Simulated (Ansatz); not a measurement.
**What a change does: geometry relaxation on ZrB**

System: ZrB (2 atoms in the cell).
Method of run A: Kohn-Sham DFT of a periodic cell, PBEsol, Ansatz PAW, no spin polarisation (Ansatz 0.2.0).

The structure derives from an entry of the Crystallography Open Database. Text and figures count atoms from 1; the logs count them from 0 in places.

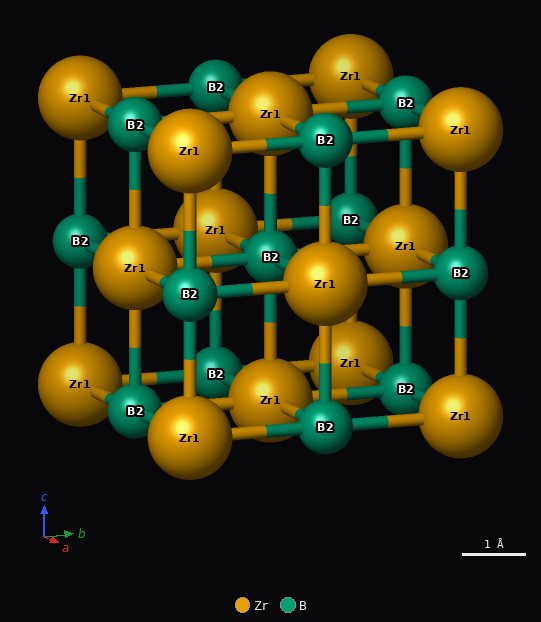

Figure 1. The structure as given in the input (ball-and-stick view of the cell 4 times as large as that of the calculation, set on its symmetry axes, seen slightly off an axis; atoms are numbered from 1 in the order of the input). An atom can appear more than once, as a periodic image.

### Input, run A
```yaml
crystal:
  lattice:
    - [0.0, 2.325, 2.325]
    - [2.325, 0.0, 2.325]
    - [2.325, 2.325, 0.0]
  atoms:
    - { symbol: Zr, position: [0.0, 0.0, 0.0] }
    - { symbol: B, position: [0.5, 0.5, 0.5] }
hamiltonian:
  xc: pbesol
  pseudopotentials: { kind: paw }
kpoints:
  mp_grid: { grid: [10, 10, 10] }
scf:
  occupations: { method: fermi_dirac, width: 0.05 }
output:
  forces: true
  stress: true
  eigenvalues: true
relax:
  f_tol: 0.01
  max_steps: 40
  cell: { stress_tol: 0.05 }
```

Launched with:
```bash
ansatz run input.yaml --threads 2 --pin off --max-ram 5632MiB --backend cpu --events-out ev --progress --plain --runs-dir out
```

Hardware: 2 threads of Intel Xeon @ 2.50GHz (Skylake/Cascade Lake), 16 GiB of memory available, shared host.

### Output, shortened to warnings, some set-up lines, iterations and results (run A)
```
Basis set: ecut = 420 eV, 531 PW (Γ), exchange–correlation on 48×48×48 points (8 copies of the dense FFT grid, shifted against one another)
Symmetry: 48 space group operations
k-points: 47 of 1000
Initial density: superposition of atomic densities (neutral atoms: chi_scale 0, normalization atom), corrected by the library's trained network
[...]
SCF iter   1: F=—  HF=-4281.820235 eV  |F-HF|=—  |Δ(HF+E_count)|=         —  Δρ=6.71e-3  dr2=1.34e-2  ethr=1.77e-3  ⟨swp⟩=5.1  Hψ=2838  notcnv=0
SCF iter   2: F=—  HF=-4281.815901 eV  |F-HF|=—  |Δ(HF+E_count)|=   4.33e-3  Δρ=2.08e-3  dr2=9.44e-4  ethr=8.96e-5  ⟨swp⟩=2.2  Hψ=1120  notcnv=0  defer=8
SCF iter   3: F=—  HF=-4281.815607 eV  |F-HF|=—  |Δ(HF+E_count)|=   2.94e-4  Δρ=9.23e-4  dr2=1.44e-4  ethr=6.29e-6  ⟨swp⟩=2.7  Hψ=853  notcnv=0  defer=8
SCF iter   4: F=—  HF=-4281.815573 eV  |F-HF|=—  |Δ(HF+E_count)|=   3.38e-5  Δρ=2.21e-4  dr2=4.81e-6  ethr=9.57e-7  ⟨swp⟩=2.0  Hψ=675  notcnv=0  defer=8
SCF iter   5: F=—  HF=-4281.815573 eV  |F-HF|=—  |Δ(HF+E_count)|=   8.65e-7  Δρ=1.41e-5  dr2=1.92e-8  ethr=3.21e-8  ⟨swp⟩=2.1  Hψ=830  notcnv=0  defer=8
[... 50 lines ...]
SCF iter   5: F=-4282.108910 eV  HF=-4282.108910 eV  |F-HF|=1.82e-12  |Δ(HF+E_count)|=  9.09e-13  Δρ=1.23e-7  dr2=3.89e-12  ethr=1.00e-12  ⟨swp⟩=1.0  Hψ=564  notcnv=0
SCF iter   6: F=-4282.108910 eV  HF=-4282.108910 eV  |F-HF|=1.82e-12  |Δ(HF+E_count)|=  9.09e-13  Δρ=1.06e-7  dr2=2.77e-12  ethr=1.00e-12  ⟨swp⟩=1.0  Hψ=564  notcnv=0
SCF iter   7: F=-4282.108910 eV  HF=-4282.108910 eV  |F-HF|=0.00e0  |Δ(HF+E_count)|=  1.82e-12  Δρ=6.83e-8  dr2=1.10e-12  ethr=1.00e-12  ⟨swp⟩=3.0  Hψ=1969  notcnv=0
SCF 7 converged in 7 iterations: F = -4282.108910 eV  dr2 = 1.10e-12
relax step   7: F+E_penalty+E_count = -4282.10890996 eV  Δ(F+E_penalty+E_count) = +0.000e0 eV  max|allowed force component| = 1.841e-30 eV/Å  Δτ_max = 0.0000 Å  P = +0.001 …
basis re-selected at this cell: Δ(F+E_penalty+E_count) = +0.000e0 eV, ΔP = +0.000 GPa vs the last step (what re-selecting the basis moved, of the pressure what is left beyond the Pulay correction that the steps carried, after the strain that the cell walked since its last selection, with what the …
SCF converged after 7 iterations
Free energy (F): -4282.108910 eV
Harris-Foulkes:  -4282.108910 eV  (|F-HF|=0.00e0)
Internal energy: -4282.097379 eV  (E = F + TS)
E sigma→0 (E₀):  -4282.103144 eV
Entropy (-TS):   -0.011531 eV (-5.766 meV/atom)
Fermi energy:    12.416771 eV
--- Per-component energies (eV) ---
  E_band       = -77.232291
  E_kinetic    = 379.733466
  E_local      = -627.138494  (includes V_loc(G=0)·N_el)
  E_nonlocal   = 93.442629
  E_hartree    = 194.682300
  E_xc         = -192.606107
  E_vxc        = -228.663078  (∫ρ·V_xc dr)
  E_paw        = -2975.317157  (= ΣΔE_a)
  E_vpaw       = -83.971462  (= ΣTr[D̂ρ^β])
  E_aug_tail   = 0.000023  (compensation charges beyond the density's cutoff)
  E_ewald      = -1155.074470
  E_core_change = 0.180431  (= ΣΔE_core)
  E_smearing   = -0.011531  (= −TS)
  E_closure    = -0.000000  (closes the sum)
  Σ components = -4282.108910   (vs F -4282.108910, Δ=0.00e0)
--- Forces (eV/Å), atoms counted from 1 ---
  atom   1  Zr    -0.00000000     0.00000000    -0.00000000
  atom   2  B      0.00000000    -0.00000000    -0.00000000
  max |Σ_I F_I| component: 1.84e-30 eV/Å
--- Stress (GPa, compression-positive) ---
        0.000644      -0.000000      -0.000000
       -0.000000       0.000644      -0.000000
       -0.000000      -0.000000       0.000644
  P = ⅓ Tr σ = 0.0006 GPa (0.006 kbar)
--- Relaxed structure (5 steps of the walk, 5 accepted, 2 SCFs on fresh bases) ---
  F+E_penalty+E_count = -4282.10890996 eV   max|allowed force component| = 1.841e-30 eV/Å   (the final SCF, on the basis selected at the relaxed cell)
  cell:  # Å, volume = 28.7255 Å³
    - [1.0246474697400976e-33, 2.430779781460898, 2.430779781460898]
    - [2.430779781460898, -1.6313152024067285e-33, 2.430779781460898]
    - [2.430779781460898, 2.430779781460898, -2.5922705217356312e-33]
  atoms:
    - { symbol: Zr, position: [1.1217333905484455e-35, -1.1217333905484137e-35, -1.2943077583250807e-35] }
    - { symbol: B, position: [0.5, 0.5, 0.5] }
```

Run B used a changed input.

### The two runs side by side

| quantity | run A | run B |
| --- | --- | --- |
| outcome | converged | converged |
| free energy per atom (eV) | −2141.0545 | −2173.1028 |
| energy per atom, smearing taken to zero (eV) | −2141.0516 | −2173.0996 |
| gap on the mesh (eV) | 0.00 | 0.00 |
| pressure (GPa) | 0.00 | 0.00 |
| volume per atom (Å³) | 14.36 | 14.93 |
| largest force (eV/Å) | 0.000 | 0.000 |
| SCF iterations | 46 | 44 |
| irreducible k-points | 47 | 47 |
| wall time (shared host) | 5.5 s | 5.8 s |

What was changed in the input?

The change (lines with − go, lines with + come):
```diff
-  xc: pbesol
+  xc: revpbe
```

The total energies belong to different methods, so their difference says nothing on which is more stable or more accurate. The volume per atom goes from 14.36 to 14.93 Å³. The functional changes from PBEsol to revPBE. The SCF takes 44 iterations over all geometry steps against 46.

### Output, shortened to warnings, some set-up lines, iterations and results (run B)
```
Basis set: ecut = 420 eV, 531 PW (Γ), exchange–correlation on 48×48×48 points (8 copies of the dense FFT grid, shifted against one another)
Symmetry: 48 space group operations
k-points: 47 of 1000
Initial density: superposition of atomic densities (neutral atoms: chi_scale 0, normalization atom), corrected by the library's trained network
[...]
SCF iter   1: F=—  HF=-4345.733352 eV  |F-HF|=—  |Δ(HF+E_count)|=         —  Δρ=3.97e-3  dr2=4.08e-3  ethr=1.77e-3  ⟨swp⟩=5.1  Hψ=2835  notcnv=0
SCF iter   2: F=—  HF=-4345.732573 eV  |F-HF|=—  |Δ(HF+E_count)|=   7.79e-4  Δρ=2.34e-3  dr2=1.36e-3  ethr=2.72e-5  ⟨swp⟩=1.4  Hψ=973  notcnv=0
SCF iter   3: F=—  HF=-4345.732368 eV  |F-HF|=—  |Δ(HF+E_count)|=   2.05e-4  Δρ=5.67e-4  dr2=1.18e-4  ethr=9.07e-6  ⟨swp⟩=2.2  Hψ=870  notcnv=0
SCF iter   4: F=—  HF=-4345.732338 eV  |F-HF|=—  |Δ(HF+E_count)|=   2.95e-5  Δρ=1.44e-4  dr2=5.20e-6  ethr=7.89e-7  ⟨swp⟩=2.0  Hψ=708  notcnv=0
SCF iter   5: F=—  HF=-4345.732338 eV  |F-HF|=—  |Δ(HF+E_count)|=   1.15e-7  Δρ=2.87e-5  dr2=5.52e-8  ethr=3.47e-8  ⟨swp⟩=2.4  Hψ=822  notcnv=0
[... 48 lines ...]
SCF iter   5: F=-4346.205591 eV  HF=-4346.205591 eV  |F-HF|=0.00e0  |Δ(HF+E_count)|=  9.09e-13  Δρ=7.93e-8  dr2=7.94e-13  ethr=1.00e-12  ⟨swp⟩=1.0  Hψ=564  notcnv=0
SCF iter   6: F=-4346.205591 eV  HF=-4346.205591 eV  |F-HF|=9.09e-13  |Δ(HF+E_count)|=    0.00e0  Δρ=5.35e-8  dr2=3.61e-13  ethr=1.00e-12  ⟨swp⟩=1.0  Hψ=564  notcnv=0
SCF iter   7: F=-4346.205591 eV  HF=-4346.205591 eV  |F-HF|=1.82e-12  |Δ(HF+E_count)|=    0.00e0  Δρ=2.77e-8  dr2=9.72e-14  ethr=1.00e-12  ⟨swp⟩=2.9  Hψ=1792  notcnv=0
SCF 7 converged in 7 iterations: F = -4346.205591 eV  dr2 = 9.72e-14
relax step   7: F+E_penalty+E_count = -4346.20559118 eV  Δ(F+E_penalty+E_count) = +1.819e-12 eV  max|allowed force component| = 5.785e-30 eV/Å  Δτ_max = 0.0000 Å  P = +0.003 …
basis re-selected at this cell: Δ(F+E_penalty+E_count) = +1.819e-12 eV, ΔP = +0.000 GPa vs the last step (what re-selecting the basis moved, of the pressure what is left beyond the Pulay correction that the steps carried, after the strain that the cell walked since its last selection, with what the …
SCF converged after 7 iterations
Free energy (F): -4346.205591 eV
Harris-Foulkes:  -4346.205591 eV  (|F-HF|=1.82e-12)
Internal energy: -4346.192872 eV  (E = F + TS)
E sigma→0 (E₀):  -4346.199232 eV
Entropy (-TS):   -0.012719 eV (-6.360 meV/atom)
Fermi energy:    12.056299 eV
--- Per-component energies (eV) ---
  E_band       = -84.899998
  E_kinetic    = 377.946571
  E_local      = -643.131604  (includes V_loc(G=0)·N_el)
  E_nonlocal   = 90.706148
  E_hartree    = 199.975221
  E_xc         = -193.623424
  E_vxc        = -228.559179  (∫ρ·V_xc dr)
  E_paw        = -3037.632260  (= ΣΔE_a)
  E_vpaw       = -81.812407  (= ΣTr[D̂ρ^β])
  E_aug_tail   = 0.000023  (compensation charges beyond the density's cutoff)
  E_ewald      = -1140.368762
  E_core_change = -0.064787  (= ΣΔE_core)
  E_smearing   = -0.012719  (= −TS)
  E_closure    = -0.000000  (closes the sum)
  Σ components = -4346.205591   (vs F -4346.205591, Δ=0.00e0)
--- Forces (eV/Å), atoms counted from 1 ---
  atom   1  Zr     0.00000000     0.00000000     0.00000000
  atom   2  B     -0.00000000     0.00000000     0.00000000
  max |Σ_I F_I| component: 7.36e-30 eV/Å
--- Stress (GPa, compression-positive) ---
        0.003364      -0.000000      -0.000000
       -0.000000       0.003364      -0.000000
       -0.000000      -0.000000       0.003364
  P = ⅓ Tr σ = 0.0034 GPa (0.034 kbar)
--- Relaxed structure (5 steps of the walk, 5 accepted, 2 SCFs on fresh bases) ---
  F+E_penalty+E_count = -4346.20559118 eV   max|allowed force component| = 5.785e-30 eV/Å   (the final SCF, on the basis selected at the relaxed cell)
  cell:  # Å, volume = 29.8511 Å³
    - [1.5652018265041448e-33, 2.4621260783304115, 2.4621260783304115]
    - [2.4621260783304115, 5.2549301074332706e-34, 2.4621260783304115]
    - [2.4621260783304115, 2.4621260783304115, -7.563442861329389e-34]
  atoms:
    - { symbol: Zr, position: [2.588615516652253e-36, -7.765846549951476e-36, -2.502328332761478e-35] }
    - { symbol: B, position: [0.5000000000000001, 0.5000000000000001, 0.5000000000000001] }
```

For run B: Points of doubt noted for this run: forces on files of another functional.
